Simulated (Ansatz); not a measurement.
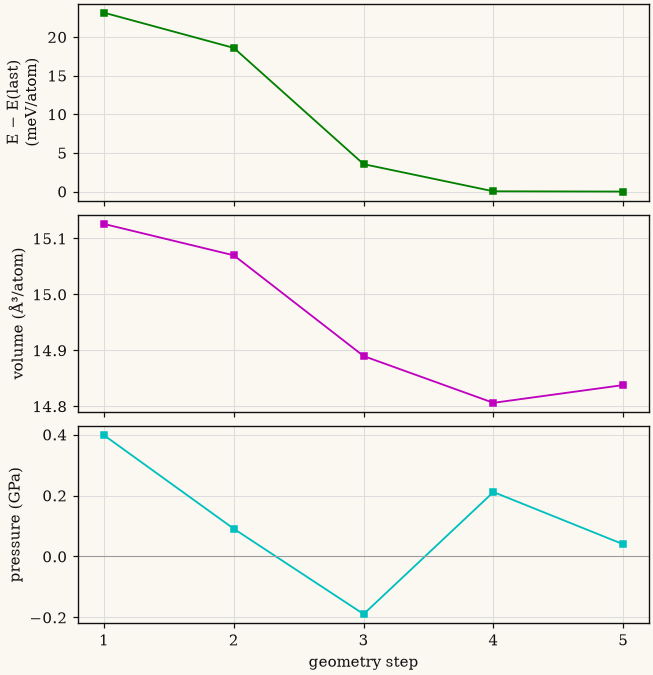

History of a geometry optimisation. Atoms and cell relax. A closing SCF on a freshly chosen basis isn't drawn.

System: Zn (P6_3/mmc, 2 atoms in the cell).
Method: DFT PBE, scalar-relativistic, plane waves, PAW (Ansatz); cutoff 420 eV, 8×8×4 k-mesh, Gaussian smearing of 0.05 eV.

> How did the optimisation end?

The optimisation met its thresholds at geometry 5, counting the start as the first. The energy fell by about 23 meV/atom from the first step to the last. All forces vanish by symmetry, so only the cell moves.

> What happens to the cell?

The volume shrinks from 15.13 to 14.84 Å³ per atom (−1.9 %), overshooting to 14.81 at step 4, as the pressure goes from 0.4 GPa to about 0 GPa. The start was expanded.
